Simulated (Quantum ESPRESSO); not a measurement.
# Run report: NaI, density-of-states run

NaI (Fm-3m, 2 atoms in the cell), computed with Kohn-Sham DFT of a periodic cell, HSE03 with D2, spin-orbit coupling, PseudoDojo 0.4 FR PBEsol standard (Quantum ESPRESSO 7.5).

The structure derives from an entry of the Crystallography Open Database. The run did not end well.

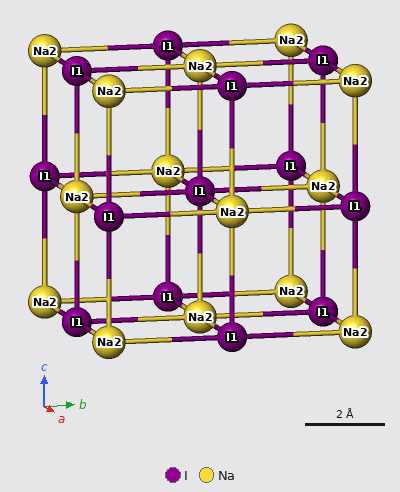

Figure 1. The structure (ball-and-stick view of the cell 4 times as large as that of the calculation, set on its symmetry axes, seen slightly off an axis; atoms are numbered from 1 in the order of the input). Near neighbours in the crystal (not all of them lie inside the picture): I has 6 Na at 3.24 Å; Na has 6 I at 3.24 Å.

## Input
```
&CONTROL
  calculation = 'scf'
  prefix = 'pwscf'
  outdir = './tmp'
  pseudo_dir = './pseudo'
  tprnfor = .true.
  tstress = .true.
  disk_io = 'low'
/
&SYSTEM
  ibrav = 0
  nat = 2
  ntyp = 2
  ecutwfc = 88
  nbnd = 24
  input_dft = 'hse'
  occupations = 'fixed'
  noncolin = .true.
  lspinorb = .true.
  nqx1 = 2
  nqx2 = 2
  nqx3 = 2
  ecutfock = 176
  screening_parameter = 0.15875
  vdw_corr = 'grimme-d2'
/
&ELECTRONS
  conv_thr = 1d-07
  electron_maxstep = 120
  mixing_beta = 0.5
  adaptive_thr = .true.
/
ATOMIC_SPECIES
I    126.9045 I.upf
Na    22.9898 Na.upf
CELL_PARAMETERS bohr
   0.0000000000    6.1159096297    6.1159096297
   6.1159096297    0.0000000000    6.1159096297
   6.1159096297    6.1159096297    0.0000000000
ATOMIC_POSITIONS bohr
I      6.1159096297    6.1159096297    6.1159096297
Na     0.0000000000    0.0000000000    0.0000000000
K_POINTS automatic
2 2 2 0 0 0
```

Hardware: 2 threads of AMD EPYC (Zen 3), 24 GiB of memory available, shared host.

Run as:
```bash
OMP_NUM_THREADS=1 mpirun -n 2 pw.x -in pw.in > pw.out
```

## Log
```
This program is part of the open-source Quantum ESPRESSO suite
     for quantum simulation of materials; please cite
         "P. Giannozzi et al., J. Phys.:Condens. Matter 21 395502 (2009);
         "P. Giannozzi et al., J. Phys.:Condens. Matter 29 465901 (2017);
         "P. Giannozzi et al., J. Chem. Phys. 152 154105 (2020);
          URL
     in publications or presentations arising from this work. More details at

     IMPORTANT: XC functional enforced from input :
     Exchange-correlation= HSE
                           (   1   4  12   4   0   0   0)
     EXX-fraction              =        0.25
     Any further DFT definition will be discarded
     Please, verify this is what you really want

     EXX Screening parameter changed:    0.1587500
     Message from routine setup :
     BEWARE: nonlinear core correction is not consistent with hybrid XC
     Message from routine setup:
     using ibrav=0 with symmetry is DISCOURAGED, use correct ibrav instead

     Subspace diagonalization in iterative solution of the eigenvalue problem:
     a serial algorithm will be used

     EXX: q-point mesh:     2    2    2
     EXX: setup a grid of 8 q-points centered on each k-point
     (k+q)-points:
   0.0000000   0.0000000   0.0000000         1    1
  -0.3535534  -0.3535534   0.3535534         2    1
  -0.3535534   0.3535534  -0.3535534         2    4
  -0.7071068   0.0000000   0.0000000         3    1
   0.3535534  -0.3535534  -0.3535534         2    3
   0.0000000  -0.7071068   0.0000000         3    5
   0.0000000   0.0000000  -0.7071068         3    9
   0.3535534   0.3535534   0.3535534         2    2

     --------------------
     sticks:   dense  smooth     PW     G-vecs:    dense   smooth      PW
     Min         906     906    254                25554    25554    3791
     Max         907     907    257                25555    25555    3792
     Sum        1813    1813    511                51109    51109    7583

     Using Slab Decomposition

     bravais-lattice index     =            0
     lattice parameter (alat)  =       8.6492  a.u.
     unit-cell volume          =     457.5233 (a.u.)^3
     number of atoms/cell      =            2
     number of atomic types    =            2
     number of electrons       =        16.00
     number of Kohn-Sham states=           24
     kinetic-energy cutoff     =      88.0000  Ry
     charge density cutoff     =     352.0000  Ry
     cutoff for Fock operator  =     176.0000  Ry
     scf convergence threshold =      1.0E-07
     mixing beta               =       0.5000
     number of iterations used =            8  plain     mixing
     Exchange-correlation= HSE
                           (   1   4  12   4   0   0   0)
     EXX-fraction              =        0.25
     Non magnetic calculation with spin-orbit

     celldm(1)=   8.649202  celldm(2)=   0.000000  celldm(3)=   0.000000
     celldm(4)=   0.000000  celldm(5)=   0.000000  celldm(6)=   0.000000

     crystal axes: (cart. coord. in units of alat)
               a(1) = (   0.000000   0.707107   0.707107 )
               a(2) = (   0.707107   0.000000   0.707107 )
               a(3) = (   0.707107   0.707107   0.000000 )

     reciprocal axes: (cart. coord. in units 2 pi/alat)
               b(1) = ( -0.707107  0.707107  0.707107 )
               b(2) = (  0.707107 -0.707107  0.707107 )
               b(3) = (  0.707107  0.707107 -0.707107 )

     PseudoPot. # 1 for I  read from file:
     I.upf
     Pseudo is Norm-conserving + core correction, Zval =  7.0
     Generated using ONCVPSP code by D. R. Hamann
     Using radial grid of 1210 points, 10 beta functions with:
                l(1) =   0
                l(2) =   0
                l(3) =   1
                l(4) =   1
                l(5) =   1
                l(6) =   1
                l(7) =   2
                l(8) =   2
                l(9) =   2
               l(10) =   2

     PseudoPot. # 2 for Na read from file:
     Na.upf
     Pseudo is Norm-conserving, Zval =  9.0
     Generated using ONCVPSP code by D. R. Hamann
     Using radial grid of 2016 points,  6 beta functions with:
                l(1) =   0
                l(2) =   0
                l(3) =   1
                l(4) =   1
                l(5) =   1
                l(6) =   1

     atomic species   valence    mass     pseudopotential
     I                 7.00   126.90450     I ( 1.00)
     Na                9.00    22.98980     Na( 1.00)

     48 Sym. Ops., with inversion, found

   Cartesian axes

     site n.     atom                  positions (alat units)
         1        I      tau(   1) = (   0.7071068   0.7071068   0.7071068  )
         2        Na     tau(   2) = (   0.0000000   0.0000000   0.0000000  )

     -------------------------------------------------
     Parameters for Dispersion (Grimme-D2) Correction:
     -------------------------------------------------
       atom      VdW radius       C_6

        I          3.575       1092.775
        Na         2.162        198.087

     number of k points=     3
                       cart. coord. in units 2pi/alat
        k(    1) = (   0.0000000   0.0000000   0.0000000), wk =   0.1250000
        k(    2) = (  -0.3535534  -0.3535534   0.3535534), wk =   0.5000000
        k(    3) = (  -0.7071068   0.0000000   0.0000000), wk =   0.3750000

     Dense  grid:    51109 G-vectors     FFT dimensions: (  54,  54,  54)

     EXX: ACE will be initialized later

     Initial potential from superposition of free atoms

     starting charge      15.9935, renormalised to      16.0000
     Starting wfcs are   18 randomized atomic wfcs +    6 random wfcs

     Self-consistent Calculation

     iteration #  1     ecut=    88.00 Ry     beta= 0.50
     Davidson diagonalization with overlap
     ethr =  1.00E-02,  avg # of iterations =  8.0

     Threshold (ethr) on eigenvalues was too large:
     Diagonalizing with lowered threshold

     Davidson diagonalization with overlap
     ethr =  2.21E-04,  avg # of iterations =  7.0

     total energy              =    -117.69576259 Ry
     estimated scf accuracy    <       0.03497865 Ry

     iteration #  2     ecut=    88.00 Ry     beta= 0.50
     Davidson diagonalization with overlap
     ethr =  2.19E-04,  avg # of iterations =  2.0

     total energy              =    -117.70038083 Ry
     estimated scf accuracy    <       0.00222085 Ry

     iteration #  3     ecut=    88.00 Ry     beta= 0.50
     Davidson diagonalization with overlap
     ethr =  1.39E-05,  avg # of iterations =  4.0

     End of self-consistent calculation

          k = 0.0000 0.0000 0.0000 (  6375 PWs)   bands (ev):

   -48.7355 -48.7355 -21.0199 -21.0199 -20.8407 -20.8407 -20.8407 -20.8407
    -9.0881  -9.0881   1.1722   1.1722   2.2568   2.2568   2.2568   2.2568
     5.4498   5.4499   9.8039   9.8040   9.8040   9.8042   9.8360   9.8367

          k =-0.3536-0.3536 0.3536 (  6394 PWs)   bands (ev):

   -48.7354 -48.7354 -21.0218 -21.0218 -20.8442 -20.8442 -20.8411 -20.8411
    -8.7711  -8.7711  -0.3980  -0.3980   1.3466   1.3466   1.9558   1.9558
     6.9123   6.9123   9.2833   9.2834   9.3076   9.3077  10.5541  10.5541

          k =-0.7071 0.0000 0.0000 (  6386 PWs)   bands (ev):

   -48.7354 -48.7354 -21.0222 -21.0222 -20.8439 -20.8439 -20.8423 -20.8423
    -8.6919  -8.6919  -0.1754  -0.1754   0.9692   0.9692   1.4491   1.4491
     6.3085   6.3085   7.3968   7.3969  11.6406  11.6409  13.0591  13.0592

     highest occupied, lowest unoccupied level (ev):     2.2568    5.4498

!    total energy              =    -117.70075604 Ry
     estimated scf accuracy    <       0.00031158 Ry

     convergence has been achieved in   3 iterations

     Using ACE for calculation of exact exchange

     EXX grid:    18149 G-vectors     FFT dimensions: (  40,  40,  40)
     ACE projected onto    24 (nbndproj) and applied to    24 (nbnd) bands

     EXX: now go back to refine exchange calculation

     Self-consistent Calculation

     iteration #  1     ecut=    88.00 Ry     beta= 0.50
     Davidson diagonalization with overlap
     ethr =  1.39E-05,  avg # of iterations =  3.0

     total energy              =    -117.08159321 Ry
     estimated scf accuracy    <       0.00106574 Ry

     iteration #  2     ecut=    88.00 Ry     beta= 0.50
     Davidson diagonalization with overlap
     ethr =  6.66E-06,  avg # of iterations =  2.0

     End of self-consistent calculation

          k = 0.0000 0.0000 0.0000 (  6375 PWs)   bands (ev):

   -53.6817 -53.6817 -23.7082 -23.7082 -23.5221 -23.5221 -23.5221 -23.5221
   -10.2766 -10.2766   0.7269   0.7269   1.8530   1.8530   1.8530   1.8531
     5.8221   5.8221  10.0609  10.0609  10.0609  10.0610  10.0855  10.0858

          k =-0.3536-0.3536 0.3536 (  6394 PWs)   bands (ev):

   -53.6802 -53.6802 -23.7103 -23.7103 -23.5259 -23.5259 -23.5229 -23.5229
    -9.9330  -9.9329  -0.9386  -0.9386   0.8942   0.8943   1.5251   1.5252
     7.1799   7.1799   9.5707   9.5707   9.5869   9.5869  11.0962  11.0962

          k =-0.7071 0.0000 0.0000 (  6386 PWs)   bands (ev):

   -53.6800 -53.6800 -23.7080 -23.7080 -23.5228 -23.5228 -23.5218 -23.5218
    -9.8463  -9.8463  -0.7148  -0.7148   0.4880   0.4880   0.9876   0.9876
     6.5668   6.5668   7.5857   7.5857  12.1584  12.1585  13.6141  13.6143

     highest occupied, lowest unoccupied level (ev):     1.8531    5.8221

!    total energy              =    -117.08170341 Ry
     estimated scf accuracy    <       0.00005805 Ry

     convergence has been achieved in   2 iterations

     Using ACE for calculation of exact exchange
     ACE projected onto    24 (nbndproj) and applied to    24 (nbnd) bands

     total energy              =    -117.08189102 Ry
     Harris-Foulkes estimate   =    -117.08191272 Ry
     est. exchange err (dexx)  =       0.00018761 Ry
     - averaged Fock potential =       7.31084907 Ry
     + Fock energy (ACE)       =      -3.65728013 Ry

     scf convergence threshold =          1.9E-05 Ry

     EXX: now go back to refine exchange calculation

     Self-consistent Calculation

     iteration #  1     ecut=    88.00 Ry     beta= 0.50
     Davidson diagonalization with overlap
     ethr =  6.66E-06,  avg # of iterations =  1.0

     Threshold (ethr) on eigenvalues was too large:
     Diagonalizing with lowered threshold

     Davidson diagonalization with overlap
     ethr =  1.05E-08,  avg # of iterations =  2.3

     End of self-consistent calculation

          k = 0.0000 0.0000 0.0000 (  6375 PWs)   bands (ev):

   -53.6651 -53.6651 -23.6851 -23.6851 -23.4991 -23.4991 -23.4991 -23.4991
   -10.2928 -10.2928   0.7047   0.7047   1.8290   1.8290   1.8290   1.8291
     5.8448   5.8448  10.0649  10.0649  10.0649  10.0650  10.0897  10.0898

          k =-0.3536-0.3536 0.3536 (  6394 PWs)   bands (ev):

   -53.6638 -53.6638 -23.6871 -23.6871 -23.5029 -23.5029 -23.4999 -23.4999
    -9.9477  -9.9476  -0.9495  -0.9495   0.8733   0.8733   1.5024   1.5025
     7.1957   7.1957   9.5761   9.5761   9.5926   9.5926  11.1097  11.1097

          k =-0.7071 0.0000 0.0000 (  6386 PWs)   bands (ev):

   -53.6635 -53.6635 -23.6851 -23.6851 -23.5001 -23.5001 -23.4990 -23.4990
    -9.8606  -9.8606  -0.7285  -0.7285   0.4698   0.4698   0.9679   0.9679
     6.5823   6.5823   7.5974   7.5974  12.1722  12.1723  13.6282  13.6283

     highest occupied, lowest unoccupied level (ev):     1.8291    5.8448

!    total energy              =    -117.08190099 Ry
     estimated scf accuracy    <       0.00000204 Ry

     convergence has been achieved in   1 iterations

     Using ACE for calculation of exact exchange
     ACE projected onto    24 (nbndproj) and applied to    24 (nbnd) bands

     total energy              =    -117.08190163 Ry
     Harris-Foulkes estimate   =    -117.08190242 Ry
     est. exchange err (dexx)  =       0.00000064 Ry
     - averaged Fock potential =       7.31514715 Ry
     + Fock energy (ACE)       =      -3.65786766 Ry

     scf convergence threshold =          1.0E-07 Ry

     EXX: now go back to refine exchange calculation

     Self-consistent Calculation

     iteration #  1     ecut=    88.00 Ry     beta= 0.50
     Davidson diagonalization with overlap
     ethr =  1.05E-08,  avg # of iterations =  2.0

     total energy              =    -117.08190197 Ry
     estimated scf accuracy    <       0.00000046 Ry

     iteration #  2     ecut=    88.00 Ry     beta= 0.50
     Davidson diagonalization with overlap
     ethr =  2.88E-09,  avg # of iterations =  2.0

     End of self-consistent calculation

          k = 0.0000 0.0000 0.0000 (  6375 PWs)   bands (ev):

   -53.6700 -53.6700 -23.6891 -23.6891 -23.5032 -23.5032 -23.5032 -23.5032
   -10.2860 -10.2860   0.7101   0.7101   1.8337   1.8337   1.8337   1.8337
     5.8499   5.8499  10.0683  10.0683  10.0683  10.0684  10.0931  10.0931

          k =-0.3536-0.3536 0.3536 (  6394 PWs)   bands (ev):

   -53.6688 -53.6688 -23.6912 -23.6912 -23.5070 -23.5070 -23.5040 -23.5040
    -9.9406  -9.9406  -0.9447  -0.9447   0.8783   0.8783   1.5070   1.5070
     7.2003   7.2003   9.5791   9.5791   9.5956   9.5956  11.1135  11.1135

          k =-0.7071 0.0000 0.0000 (  6386 PWs)   bands (ev):

   -53.6685 -53.6685 -23.6892 -23.6892 -23.5042 -23.5042 -23.5032 -23.5032
    -9.8534  -9.8534  -0.7235  -0.7235   0.4745   0.4745   0.9725   0.9725
     6.5853   6.5853   7.6014   7.6014  12.1781  12.1781  13.6323  13.6324

     highest occupied, lowest unoccupied level (ev):     1.8337    5.8499

!    total energy              =    -117.08190203 Ry
     estimated scf accuracy    <       0.00000001 Ry

     convergence has been achieved in   2 iterations

     Using ACE for calculation of exact exchange
     ACE projected onto    24 (nbndproj) and applied to    24 (nbnd) bands

!!   total energy              =    -117.08190207 Ry
     Harris-Foulkes estimate   =    -117.08190207 Ry
     est. exchange err (dexx)  =       0.00000004 Ry
     - averaged Fock potential =       7.31568002 Ry
     + Fock energy (ACE)       =      -3.65781239 Ry

     EXX self-consistency reached

     Forces acting on atoms (cartesian axes, Ry/au):

     atom    1 type  1   force =     0.00000000    0.00000000   -0.00000000
     atom    2 type  2   force =     0.00000000    0.00000000    0.00000000

     Total force =     0.000000     Total SCF correction =     0.000000

     Computing stress (Cartesian axis) and pressure

 %%%%%%%%%%%%%%%%%%%%%%%%%%%%%%%%%%%%%%%%%%%%%%%%%%%%%%%%%%%%%%%%%%%%%%%%%%%%%%
     Error in routine exx_stress (1):
     noncolinear stress not implemented
 %%%%%%%%%%%%%%%%%%%%%%%%%%%%%%%%%%%%%%%%%%%%%%%%%%%%%%%%%%%%%%%%%%%%%%%%%%%%%%

     stopping ...

"abort". This may have caused other processes in the application to be
```

## What the run reported

```csv
quantity,value
outcome,ended with an error
space group (tolerance 0.01 Å),Fm-3m (225)
wall time,52 s (CPU time 1.7 min)
peak memory,0.68 GiB
```

The run ended with an error. Further notes kept with the run: exx_stress (1): noncolinear stress not implemented; potentials made for another functional; D2 scale of PBE kept for another functional; coarse mesh for exact exchange. Points of doubt noted for this run: coarse mesh; coarse mesh for exact exchange; d2 scale of pbe kept for another functional; potentials made for another functional.
